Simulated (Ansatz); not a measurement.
ZrS2 (slab)

Input

```
crystal:
  lattice:
    - [3.721120485, 0.0, 0.0]
    - [-1.8605602425, 3.1593969319, 0.0]
    - [0.0, 0.0, 31.8428175488]
  atoms:
    - { symbol: S, position: [0.6666666667, 0.3333333333, 0.4541869491] }
    - { symbol: Zr, position: [0.0, 0.0, 0.5] }
    - { symbol: S, position: [0.3333333333, 0.6666666667, 0.5458130509] }
  periodic: [true, true, false]
basis:
  ecutwfc: 420
kpoints:
  mp_grid: { grid: [12, 12, 1] }
  band_path:
    path:
      - [0, 0, 0]
      - [0.5, 0, 0]
      - [0.3333333333333, 0.3333333333333, 0]
      - [0, 0, 0]
    npoints: 8
hamiltonian:
  xc: pbe
  dispersion: d3bj
scf:
  occupations: { method: gaussian, width: 0.02 }
output:
  forces: true
  stress: true
  eigenvalues: true
  write_density: true
  write_potential: true
  elf: true
  volumetric_format: npy
relax:
  adjacent_minimum: "off"
  f_tol: 0.01
  max_steps: 40
```

Command:

```sh
ansatz run input.yaml --threads 1 --pin off --max-ram 2560MiB --backend cpu --events-out ev --progress --plain --runs-dir out
```

The fields are those of the relaxed geometry.

Changed on purpose from its base cell (strain along x +0.020, atoms relaxed).

The calculation used Ansatz, DFT PBE+D3(BJ), scalar-relativistic, plane waves, PAW.

The density is the valence pseudo-density of a PAW calculation; it isn't the true density close to the nuclei.

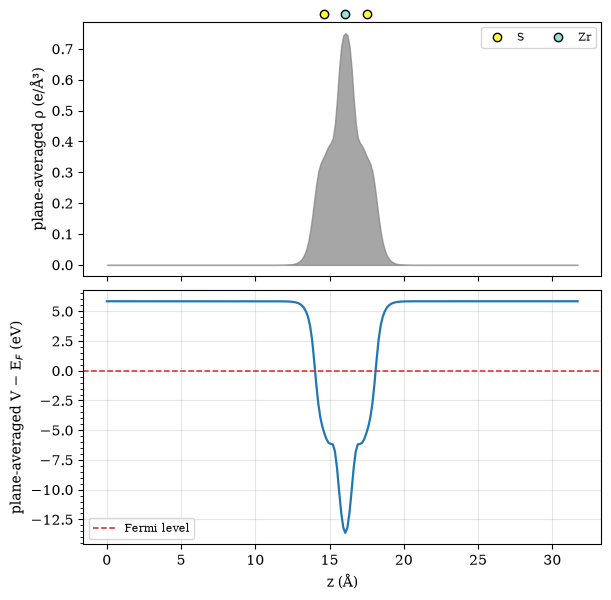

Figure 1. Plane average of the electrostatic potential (local pseudopotential plus Hartree) felt by an electron and of the valence electron density across the slab. Circles mark the heights of the atoms.

Question: How far above the Fermi level of the calculation is the vacuum level?

Answer: 5.8 eV. The slab has a gap, so the Fermi level lies inside it and this isn't a work function in the metallic sense.

Question: How thick is the slab, and how wide the vacuum?

Answer: The outermost nuclei are 2.9 Å apart, in 3 atomic planes; the vacuum between periodic images is 29.0 Å wide.

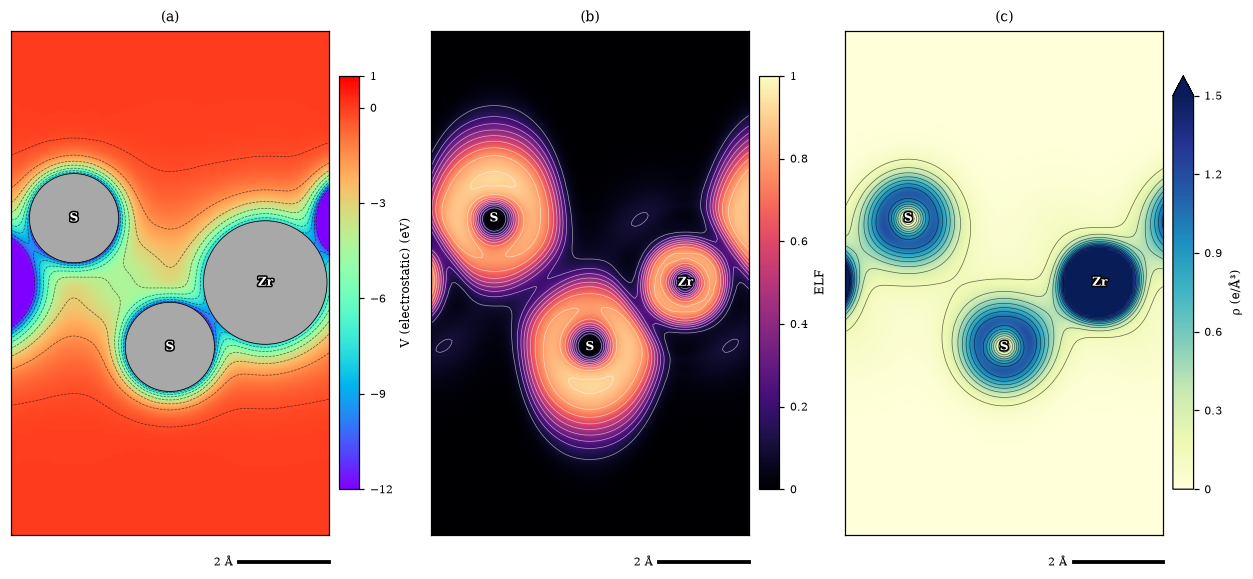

Figure 2. (a) electrostatic potential (local pseudopotential plus Hartree) felt by an electron; (b) ELF; (c) valence electron density on the (110) plane of the calculation cell, a cut from vacuum to vacuum. Grey discs cover the atomic cores in the potential map.

Question: Read the bonding off the picture.

Answer: Atoms in the plane: S and Zr.
Zr–S (2.57 Å): the density is about 0.43 e/Å³ at the midpoint; the ELF peaks at about 0.85 in the valence shell of S, 0.8 Å from its nucleus, and is about 0.40 at the midpoint.
The density dies away to nearly zero in the vacuum.
The features right at Zr lie inside the PAW spheres, where the map follows smoothed inner orbitals and isn't to be read closely.
Outside the cores the potential energy rises away from the atoms and is highest in the vacuum; its zero is arbitrary.

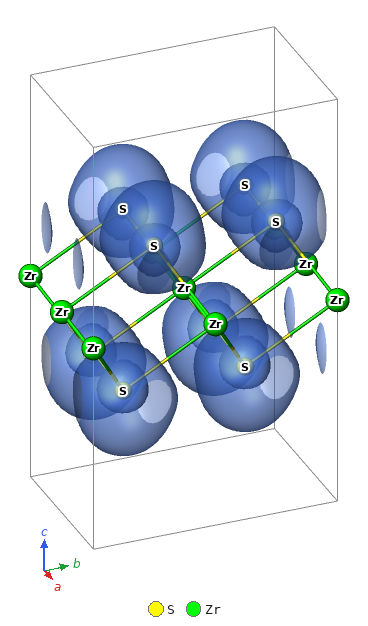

Figure 3. Isosurface of the ELF at 0.75 (blue), seen slightly off an axis. Only the valence region is drawn (cores and ρ < 0.01 e/Å³ removed). Sticks mark near contacts.

Question: Identify the bonds, lone pairs and shells in this picture.

Answer: The ELF exceeds this value in two regions wrapped around S (the valence shell of each), counted in one cell of 3 atoms. Counts are for one cell; the picture repeats the cell along the surface. Along the contacts the grid gives the following. Zr–S (2.56 Å): the ELF peaks at about 0.85 in the valence shell of S, 0.8 Å from its nucleus, and is about 0.40 at the midpoint.
